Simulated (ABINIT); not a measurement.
# Geometry relaxation of HfB (part 2 of 2)

The same run, continued: HfB (Fm-3m, 2 atoms in the cell); Kohn-Sham DFT of a periodic cell, PBE, JTH PAW PBE v2.0, no spin polarisation (ABINIT 10.8.3); cutoff 517.02 eV, 10×10×10 k-mesh, fermi-dirac of 0.05 eV. The structure derives from an entry of the Crystallography Open Database.

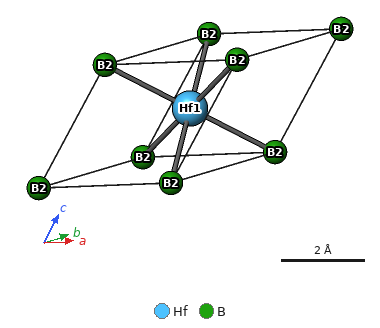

The geometry at step 2 of the log (ball-and-stick view of the cell of the calculation, seen at an oblique angle; atoms are numbered from 1 in the order of the input).

## Log, continued
```
--- !BeginCycle
iteration_state: {dtset: 1, itime: 3, icycle: 1, }
solver: {iscf: 17, nstep: 100, nline: 4, wfoptalg: 10, }
tolerances: {tolvrs: 1.00E-09, }
...

     iter   Etot(hartree)      deltaE(h)  residm     nres2
 ETOT  1  -52.927998168465    -5.293E+01 3.915E-03 8.658E-01
 ETOT  2  -52.926788095785     1.210E-03 5.005E-05 2.930E-02
 ETOT  3  -52.926760946982     2.715E-05 1.029E-04 4.267E-03
 ETOT  4  -52.926755586539     5.360E-06 1.346E-04 1.441E-04
 ETOT  5  -52.926755671725    -8.519E-08 1.075E-04 5.843E-06
 ETOT  6  -52.926755680512    -8.787E-09 1.331E-04 2.383E-07
 ETOT  7  -52.926755680450     6.266E-11 1.069E-04 2.739E-08
 ETOT  8  -52.926755680374     7.590E-11 1.253E-04 7.407E-10

 At SCF step    8       nres2   =  7.41E-10 < tolvrs=  1.00E-09 =>converged.

 Cartesian components of stress tensor (hartree/bohr^3)
  sigma(1 1)= -1.93944069E-04  sigma(3 2)=  0.00000000E+00
  sigma(2 2)= -1.93944069E-04  sigma(3 1)=  0.00000000E+00
  sigma(3 3)= -1.93944069E-04  sigma(2 1)=  0.00000000E+00

--- !ResultsGS
iteration_state: {dtset: 1, itime: 3, icycle: 1, }
comment   : Summary of ground state results
lattice_vectors:
- [  0.0000000,   4.5252407,   4.5252407, ]
- [  4.5252407,   0.0000000,   4.5252407, ]
- [  4.5252407,   4.5252407,   0.0000000, ]
lattice_lengths: [   6.39966,    6.39966,    6.39966, ]
lattice_angles: [ 60.000,  60.000,  60.000, ] # degrees, (23, 13, 12)
lattice_volume:   1.8533397E+02
convergence: {deltae:  7.590E-11, res2:  7.407E-10, residm:  1.253E-04, diffor: null, }
etotal    :  -5.29267557E+01
entropy   :   0.00000000E+00
fermie    :  -2.46474084E-02
cartesian_stress_tensor: # hartree/bohr^3
- [ -1.93944069E-04,   0.00000000E+00,   0.00000000E+00, ]
- [  0.00000000E+00,  -1.93944069E-04,   0.00000000E+00, ]
- [  0.00000000E+00,   0.00000000E+00,  -1.93944069E-04, ]
pressure_GPa:   5.7060E+00
xred      :
- [  5.0000E-01,   5.0000E-01,   5.0000E-01, Hf]
- [  0.0000E+00,   0.0000E+00,   0.0000E+00,  B]
cartesian_forces: # hartree/bohr
- [ -0.00000000E+00,  -0.00000000E+00,  -0.00000000E+00, ]
- [ -0.00000000E+00,  -0.00000000E+00,  -0.00000000E+00, ]
force_length_stats: {min:   0.00000000E+00, max:   0.00000000E+00, mean:   0.00000000E+00, }
...

 Integrated electronic density in atomic spheres:
 ------------------------------------------------
 Atom  Sphere_radius  Integrated_density
    1        2.41119          9.59437939
    2        1.70617          1.73192229

---OUTPUT-----------------------------------------------------------------------

 Cartesian coordinates (xcart) [bohr]
  4.52524065459986E+00  4.52524065459986E+00  4.52524065459986E+00
  0.00000000000000E+00  0.00000000000000E+00  0.00000000000000E+00
 Reduced coordinates (xred)
  5.00000000000000E-01  5.00000000000000E-01  5.00000000000000E-01
  0.00000000000000E+00  0.00000000000000E+00  0.00000000000000E+00
 Cartesian forces (fcart) [Ha/bohr]; max,rms= 0.00000E+00 0.00000E+00 (free atoms)
 -0.00000000000000E+00 -0.00000000000000E+00 -0.00000000000000E+00
 -0.00000000000000E+00 -0.00000000000000E+00 -0.00000000000000E+00
 Gradient of E wrt nuclear positions in reduced coordinates (gred)
  0.00000000000000E+00  0.00000000000000E+00  0.00000000000000E+00
  0.00000000000000E+00  0.00000000000000E+00  0.00000000000000E+00
 Scale of Primitive Cell (acell) [bohr]
  6.39965670673722E+00  6.39965670673723E+00  6.39965670673723E+00
 Real space primitive translations (rprimd) [bohr]
  0.00000000000000E+00  4.52524065459986E+00  4.52524065459986E+00
  4.52524065459986E+00  0.00000000000000E+00  4.52524065459986E+00
  4.52524065459986E+00  4.52524065459986E+00  0.00000000000000E+00
 Unitary Cell Volume (ucvol) [Bohr^3]=  1.85333973142458E+02
 Angles (23,13,12)= [degrees]
  6.00000000000000E+01  6.00000000000000E+01  6.00000000000000E+01
 Lengths [Bohr]
  6.39965670673722E+00  6.39965670673723E+00  6.39965670673723E+00
 Stress tensor in cartesian coordinates (strten) [Ha/bohr^3]
 -1.93944069208786E-04  0.00000000000000E+00  0.00000000000000E+00
  0.00000000000000E+00 -1.93944069208786E-04  0.00000000000000E+00
  0.00000000000000E+00  0.00000000000000E+00 -1.93944069208807E-04
 Total energy (etotal) [Ha]= -5.29267556803738E+01

 Difference of energy with previous step (new-old):
           Absolute (Ha)=-1.57040E-03
           Relative     =-2.96717E-05

--- Iteration: ( 4/60) Internal Cycle: (1/1)
--------------------------------------------------------------------------------

---SELF-CONSISTENT-FIELD CONVERGENCE--------------------------------------------

--- !BeginCycle
iteration_state: {dtset: 1, itime: 4, icycle: 1, }
solver: {iscf: 17, nstep: 100, nline: 4, wfoptalg: 10, }
tolerances: {tolvrs: 1.00E-09, }
...

     iter   Etot(hartree)      deltaE(h)  residm     nres2
 ETOT  1  -52.926894850988    -5.293E+01 2.002E-04 1.289E-02
 ETOT  2  -52.926876616612     1.823E-05 1.083E-04 4.373E-04
 ETOT  3  -52.926876167322     4.493E-07 6.361E-05 6.151E-05
 ETOT  4  -52.926876088571     7.875E-08 8.921E-05 2.770E-06
 ETOT  5  -52.926876089128    -5.570E-10 8.367E-05 8.896E-08
 ETOT  6  -52.926876089374    -2.462E-10 8.517E-05 4.385E-09
 ETOT  7  -52.926876089381    -6.395E-12 7.287E-05 6.125E-10

 At SCF step    7       nres2   =  6.13E-10 < tolvrs=  1.00E-09 =>converged.

 Cartesian components of stress tensor (hartree/bohr^3)
  sigma(1 1)= -1.70680543E-04  sigma(3 2)=  0.00000000E+00
  sigma(2 2)= -1.70680543E-04  sigma(3 1)=  0.00000000E+00
  sigma(3 3)= -1.70680543E-04  sigma(2 1)=  0.00000000E+00

--- !ResultsGS
iteration_state: {dtset: 1, itime: 4, icycle: 1, }
comment   : Summary of ground state results
lattice_vectors:
- [  0.0000000,   4.5306744,   4.5306744, ]
- [  4.5306744,   0.0000000,   4.5306744, ]
- [  4.5306744,   4.5306744,   0.0000000, ]
lattice_lengths: [   6.40734,    6.40734,    6.40734, ]
lattice_angles: [ 60.000,  60.000,  60.000, ] # degrees, (23, 13, 12)
lattice_volume:   1.8600240E+02
convergence: {deltae: -6.395E-12, res2:  6.125E-10, residm:  7.287E-05, diffor: null, }
etotal    :  -5.29268761E+01
entropy   :   0.00000000E+00
fermie    :  -2.47634622E-02
cartesian_stress_tensor: # hartree/bohr^3
- [ -1.70680543E-04,   0.00000000E+00,   0.00000000E+00, ]
- [  0.00000000E+00,  -1.70680543E-04,   0.00000000E+00, ]
- [  0.00000000E+00,   0.00000000E+00,  -1.70680543E-04, ]
pressure_GPa:   5.0216E+00
xred      :
- [  5.0000E-01,   5.0000E-01,   5.0000E-01, Hf]
- [  0.0000E+00,   0.0000E+00,   0.0000E+00,  B]
cartesian_forces: # hartree/bohr
- [ -0.00000000E+00,  -0.00000000E+00,  -0.00000000E+00, ]
- [ -0.00000000E+00,  -0.00000000E+00,  -0.00000000E+00, ]
force_length_stats: {min:   0.00000000E+00, max:   0.00000000E+00, mean:   0.00000000E+00, }
...

 Integrated electronic density in atomic spheres:
 ------------------------------------------------
 Atom  Sphere_radius  Integrated_density
    1        2.41119          9.57708897
    2        1.70617          1.73368625

---OUTPUT-----------------------------------------------------------------------

 Cartesian coordinates (xcart) [bohr]
  4.53067436657552E+00  4.53067436657552E+00  4.53067436657552E+00
  0.00000000000000E+00  0.00000000000000E+00  0.00000000000000E+00
 Reduced coordinates (xred)
  5.00000000000000E-01  5.00000000000000E-01  5.00000000000000E-01
  0.00000000000000E+00  0.00000000000000E+00  0.00000000000000E+00
 Cartesian forces (fcart) [Ha/bohr]; max,rms= 0.00000E+00 0.00000E+00 (free atoms)
 -0.00000000000000E+00 -0.00000000000000E+00 -0.00000000000000E+00
 -0.00000000000000E+00 -0.00000000000000E+00 -0.00000000000000E+00
 Gradient of E wrt nuclear positions in reduced coordinates (gred)
  0.00000000000000E+00  0.00000000000000E+00  0.00000000000000E+00
  0.00000000000000E+00  0.00000000000000E+00  0.00000000000000E+00
 Scale of Primitive Cell (acell) [bohr]
  6.40734113590724E+00  6.40734113590724E+00  6.40734113590724E+00
 Real space primitive translations (rprimd) [bohr]
  0.00000000000000E+00  4.53067436657552E+00  4.53067436657552E+00
  4.53067436657552E+00  0.00000000000000E+00  4.53067436657552E+00
  4.53067436657552E+00  4.53067436657552E+00  0.00000000000000E+00
 Unitary Cell Volume (ucvol) [Bohr^3]=  1.86002398015628E+02
 Angles (23,13,12)= [degrees]
  6.00000000000000E+01  6.00000000000000E+01  6.00000000000000E+01
 Lengths [Bohr]
  6.40734113590724E+00  6.40734113590724E+00  6.40734113590724E+00
 Stress tensor in cartesian coordinates (strten) [Ha/bohr^3]
 -1.70680542956880E-04  0.00000000000000E+00  0.00000000000000E+00
  0.00000000000000E+00 -1.70680542956887E-04  0.00000000000000E+00
  0.00000000000000E+00  0.00000000000000E+00 -1.70680542956908E-04
 Total energy (etotal) [Ha]= -5.29268760893807E+01

 Difference of energy with previous step (new-old):
           Absolute (Ha)=-1.20409E-04
           Relative     =-2.27501E-06

 At Broyd/MD step   4, gradients are converged :
  max grad (force/stress) = 7.3404E-05 < tolmxf= 2.0000E-04 ha/bohr (free atoms)

================================================================================

 ----iterations are completed or convergence reached----

 Mean square residual over all n,k,spin=   12.934E-08; max=  72.873E-06
 reduced coordinates (array xred) for    2 atoms
       0.500000000000      0.500000000000      0.500000000000
       0.000000000000      0.000000000000      0.000000000000
 rms dE/dt=  0.0000E+00; max dE/dt=  0.0000E+00; dE/dt below (all hartree)
    1       0.000000000000      0.000000000000      0.000000000000
    2       0.000000000000      0.000000000000      0.000000000000

 cartesian coordinates (angstrom) at end:
    1      2.39752962318764     2.39752962318764     2.39752962318764
    2      0.00000000000000     0.00000000000000     0.00000000000000

 cartesian forces (hartree/bohr) at end:
    1     -0.00000000000000    -0.00000000000000    -0.00000000000000
    2     -0.00000000000000    -0.00000000000000    -0.00000000000000
 frms,max,avg= 0.0000000E+00 0.0000000E+00   0.000E+00  0.000E+00  0.000E+00 h/b

 cartesian forces (eV/Angstrom) at end:
    1     -0.00000000000000    -0.00000000000000    -0.00000000000000
    2     -0.00000000000000    -0.00000000000000    -0.00000000000000
 frms,max,avg= 0.0000000E+00 0.0000000E+00   0.000E+00  0.000E+00  0.000E+00 e/A
 length scales=  6.407341135907  6.407341135907  6.407341135907 bohr
              =  3.390618909303  3.390618909303  3.390618909303 angstroms
 Fermi (or HOMO) energy (eV) =  -0.67385   Average Vxc (eV)= -11.87215
 Eigenvalues (   eV  ) for nkpt=  47  k points:
 kpt#   1, nband= 12, wtk=  0.00100, kpt=  0.0000  0.0000  0.0000 (reduced coord)
 -61.01018  -29.51649  -29.51649  -29.51649   -9.85757    1.43281    1.43281    1.43281
   2.99258    2.99258    2.99258    3.16682
 prteigrs : prtvol=0 or 1, do not print more k-points.

--- !EnergyTerms
iteration_state     : {dtset: 1, itime: 4, icycle: 1, }
comment             : Components of total free energy in Hartree
kinetic             :  7.01777329883548E+00
hartree             :  6.31603430276087E+00
xc                  : -1.01724599765071E+01
Ewald energy        : -4.30368970457452E+01
psp_core            :  7.82440245100371E+00
local_psp           : -1.15872952275938E+00
PAW spherical_terms : -1.97164524926549E+01
internal            : -5.29263289850664E+01
'-kT*entropy'       : -5.43725227452236E-04
total_energy        : -5.29268727102939E+01
total_energy_eV     : -1.44021357611168E+03
...

--- !EnergyTermsDC
iteration_state     : {dtset: 1, itime: 4, icycle: 1, }
comment             : '"Double-counting" decomposition of free energy'
band_energy         : -1.19161432979779E+01
Ewald energy        : -4.30368970457452E+01
psp_core            :  7.82440245100371E+00
xc_dc               : -1.11357286661842E+01
PAW spherical_terms :  5.33803419475036E+00
internal            : -5.29263323641532E+01
'-kT*entropy'       : -5.43725227452236E-04
total_energy_dc     : -5.29268760893807E+01
total_energy_dc_eV  : -1.44021366806131E+03
...

--- !EnergyTermsWithPAWCore
iteration_state     : {dtset: 1, itime: 4, icycle: 1, }
comment             : 'Components of total free energy, including PAW core contributions'
Total energy        : -1.51033652813332E+04
Total energy DC     : -1.51033652847123E+04
Total energy (eV)   : -4.10983506284497E+05
Total energy DC (eV): -4.10983506376447E+05
...

 Cartesian components of stress tensor (hartree/bohr^3)
  sigma(1 1)= -1.70680543E-04  sigma(3 2)=  0.00000000E+00
  sigma(2 2)= -1.70680543E-04  sigma(3 1)=  0.00000000E+00
  sigma(3 3)= -1.70680543E-04  sigma(2 1)=  0.00000000E+00

-Cartesian components of stress tensor (GPa)         [Pressure=  5.0216E+00 GPa]
- sigma(1 1)= -5.02159494E+00  sigma(3 2)=  0.00000000E+00
- sigma(2 2)= -5.02159494E+00  sigma(3 1)=  0.00000000E+00
- sigma(3 3)= -5.02159494E+00  sigma(2 1)=  0.00000000E+00

== END DATASET(S) ==============================================================
================================================================================

 -outvars: echo values of variables after computation  --------
            acell      6.4073411359E+00  6.4073411359E+00  6.4073411359E+00 Bohr
           etotal     -5.2926876089E+01
            fcart     -0.0000000000E+00 -0.0000000000E+00 -0.0000000000E+00
                      -0.0000000000E+00 -0.0000000000E+00 -0.0000000000E+00
            rprim      0.0000000000E+00  7.0710678119E-01  7.0710678119E-01
                       7.0710678119E-01  0.0000000000E+00  7.0710678119E-01
                       7.0710678119E-01  7.0710678119E-01  0.0000000000E+00
           strten     -1.7068054296E-04 -1.7068054296E-04 -1.7068054296E-04
                       0.0000000000E+00  0.0000000000E+00  0.0000000000E+00
           xangst      2.3975296232E+00  2.3975296232E+00  2.3975296232E+00
                       0.0000000000E+00  0.0000000000E+00  0.0000000000E+00
             xred      5.0000000000E-01  5.0000000000E-01  5.0000000000E-01
                       0.0000000000E+00  0.0000000000E+00  0.0000000000E+00
 Calculation completed.
```

## Trajectory as extended XYZ (Å, eV, eV/Å), 4 frames, from step=0 to step=3
```
2
Lattice="0.0000 2.3100 2.3100 2.3100 0.0000 2.3100 2.3100 2.3100 0.0000" Properties=species:S:1:pos:R:3:forces:R:3 step=0 energy=-1439.90748
Hf    2.3100    2.3100    2.3100    0.0000   0.0000   0.0000
B     0.0000    0.0000    0.0000    0.0000   0.0000   0.0000
2
Lattice="0.0000 2.3712 2.3712 2.3712 0.0000 2.3712 2.3712 2.3712 0.0000" Properties=species:S:1:pos:R:3:forces:R:3 step=1 energy=-1440.16766
Hf    2.3712    2.3712    2.3712    0.0000   0.0000   0.0000
B     0.0000    0.0000    0.0000    0.0000   0.0000   0.0000
2
Lattice="0.0000 2.3947 2.3947 2.3947 0.0000 2.3947 2.3947 2.3947 0.0000" Properties=species:S:1:pos:R:3:forces:R:3 step=2 energy=-1440.21039
Hf    2.3947    2.3947    2.3947    0.0000   0.0000   0.0000
B     0.0000    0.0000    0.0000    0.0000   0.0000   0.0000
2
Lattice="0.0000 2.3975 2.3975 2.3975 0.0000 2.3975 2.3975 2.3975 0.0000" Properties=species:S:1:pos:R:3:forces:R:3 step=3 energy=-1440.21367
Hf    2.3975    2.3975    2.3975    0.0000   0.0000   0.0000
B     0.0000    0.0000    0.0000    0.0000   0.0000   0.0000
```

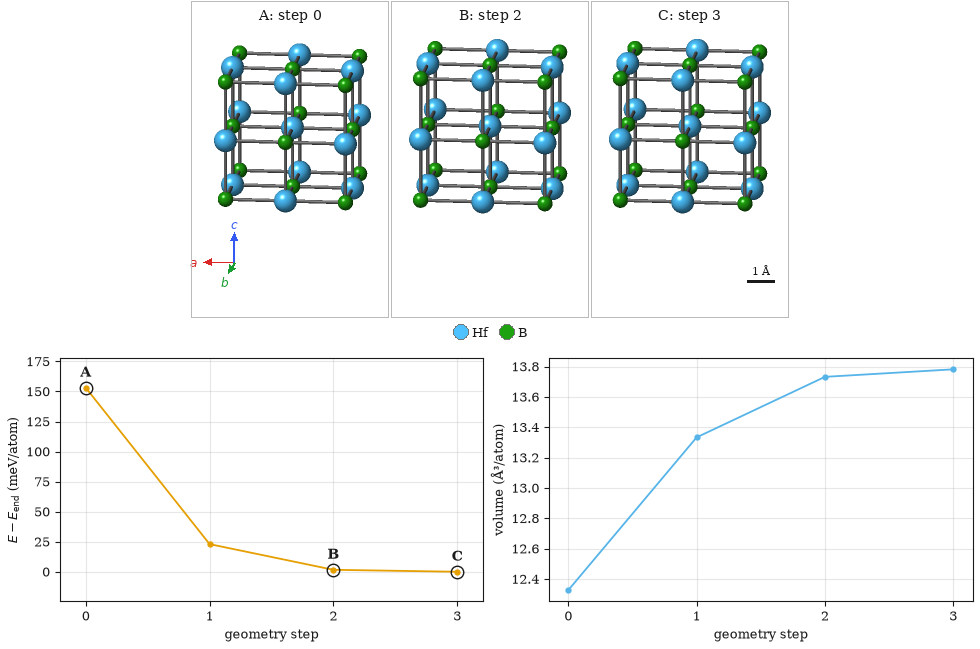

Frames of the relaxation (ball-and-stick view of the cell 4 times as large as that of the calculation, set on its symmetry axes, seen at an oblique angle) above the curves, on which the letters mark them (steps are counted from 0).

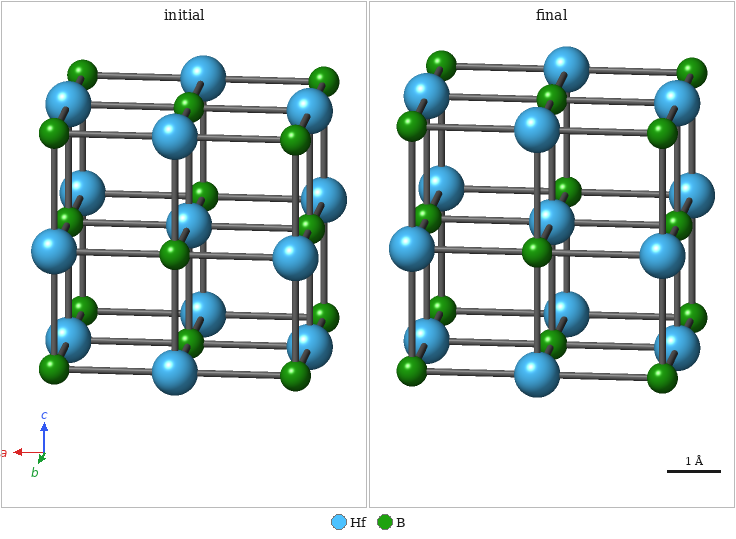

Before (left) and after (right) the relaxation, at one scale (ball-and-stick view of the cell 4 times as large as that of the calculation, set on its symmetry axes, seen at an oblique angle). The atoms keep their places relative to the cell (all moves are under 0.005 Å). Cell: a = b = c 4.620 → 4.795 Å (+3.8 %). Volume +11.8 %. Among the contacts that change: Hf1–B2 2.310 → 2.398 Å. The space group stays Fm-3m (No. 225). Over 3 geometry steps the energy falls by 153 meV per atom. All forces vanish by symmetry, so only the cell relaxes. (Atoms are counted from 1 in the order of the input.)

This output came from the following input.

## Input file
```
# Pseudopotentials
pp_dirpath "./"
pseudos "Hf.GGA_PBE-JTH.xml, B.GGA_PBE-JTH.xml"

# Structure
acell 3*1.0
rprim
     0.0000000000     4.3652673479     4.3652673479
     4.3652673479     0.0000000000     4.3652673479
     4.3652673479     4.3652673479     0.0000000000
ntypat 2
znucl 72 5
natom 2
typat 1 2
xred
     0.5000000000     0.5000000000     0.5000000000
     0.0000000000     0.0000000000     0.0000000000
chkprim 0
chksymtnons 0
tolsym 1.0e-6

# Plane-wave basis
ecut 19.0
pawecutdg 38.0
pawxcdev 0
pawovlp -1

# k points
kptopt 1
ngkpt 10 10 10
nshiftk 1
shiftk 0.0 0.0 0.0

# Exchange and correlation
ixc 11

# Bands and occupations
nband 12
occopt 3
tsmear 0.05 eV

# SCF cycle
nstep 100
tolvrs 1.0e-9

# Output
iomode 3
prtwf 0
prtden 0
prteig 0
prtebands 0
enunit 1

# Relaxation
ionmov 2
ntime 60
tolmxf 0.0002
optcell 2
dilatmx 1.08
ecutsm 0.5
strtarget 3*-1.699465e-04 3*0.0
```

Launched with:
```bash
abinit run.abi > log 2>&1
```

## Key numbers

| quantity | value |
| --- | --- |
| outcome | converged |
| space group (tolerance 0.01 Å) | Fm-3m (225) |
| electrons treated | 15 |
| free energy | −1440.2137 eV |
| Fermi energy | −0.674 eV |
| gap on the k-point mesh | none (metallic) |
| pressure | 5.02 GPa |
| final volume | 27.56 Å³ |
| largest force (length of the vector) at the end | under 0.001 eV/Å |
| final cell | a = 3.391 Å, b = 3.391 Å, c = 3.391 Å, α = 60.00°, β = 60.00°, γ = 60.00° |
| hardware | 1 thread of Arm Neoverse V1, 24 GiB of memory available, shared host |
| wall time | 60 s |
| peak memory | 0.12 GiB |

Spin–orbit coupling is left out, which matters for Hf. The cell is under a pressure of 5.0 GPa at this level, so it is not at its equilibrium volume.
